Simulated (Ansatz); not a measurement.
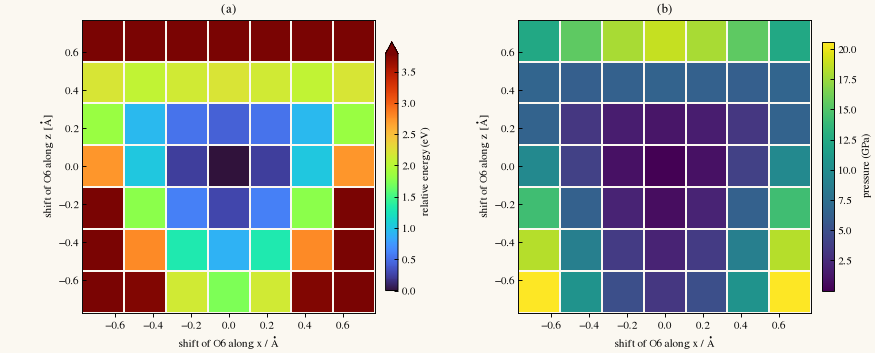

MgO (P6_3mc, No. 186; 8 atoms in the cell). One atom moved over a plane, all else fixed (x along [1 0 0], y along [1 2 0], z along [0 0 1] of the conventional cell). Coordinates scanned: (1) shift of O6 along x; (2) shift of O6 along z. Nothing is relaxed (all other atoms fixed). The scan uses a 7 × 7 grid; 28 points were computed and 21 follow by symmetry. Energies are in eV per cell, from the lowest grid point. Method: DFT PBE, scalar-relativistic, plane waves, PAW (Ansatz 0.2.0). Settings: cutoff 420 eV, k-mesh 9×9×2 in the order of the run's cell vectors, gaussian smearing 0.05 eV, no spin polarisation.

Panel (a) is the energy; panel (b) is the computed pressure, in GPa.

Drawn: one coloured cell a grid point, one colour for all values above the top of the scale.

> How does the pressure vary over the map, and what is it at the lowest grid point?

It runs from 0.0 GPa at shift of O6 along x = 0.00 Å, shift of O6 along z = 0.00 Å to 20.6 GPa at shift of O6 along x = −0.66 Å, shift of O6 along z = −0.66 Å. At the lowest grid point, shift of O6 along x = 0.00 Å, shift of O6 along z = 0.00 Å, it is 0.0 GPa.

```
shift of O6 along z ↓, shift of O6 along x →  −0.66  −0.44  −0.22  0.00  0.22  0.44  0.66
                                        0.66   12.4   15.5   17.9  18.8  17.9  15.5  12.4
                                        0.44    6.7    6.2    6.3   6.5   6.3   6.2   6.7
                                        0.22    6.5    3.3    1.7   1.2   1.7   3.3   6.5
                                        0.00    9.7    4.0    0.9   0.0   0.9   4.0   9.7
                                       −0.22   14.3    6.3    2.0   0.7   2.0   6.3  14.3
                                       −0.44   18.3    8.8    3.6   2.0   3.6   8.8  18.3
                                       −0.66   20.6   10.6    5.0   3.3   5.0  10.6  20.6
```

PAW datasets: the set soft_1.
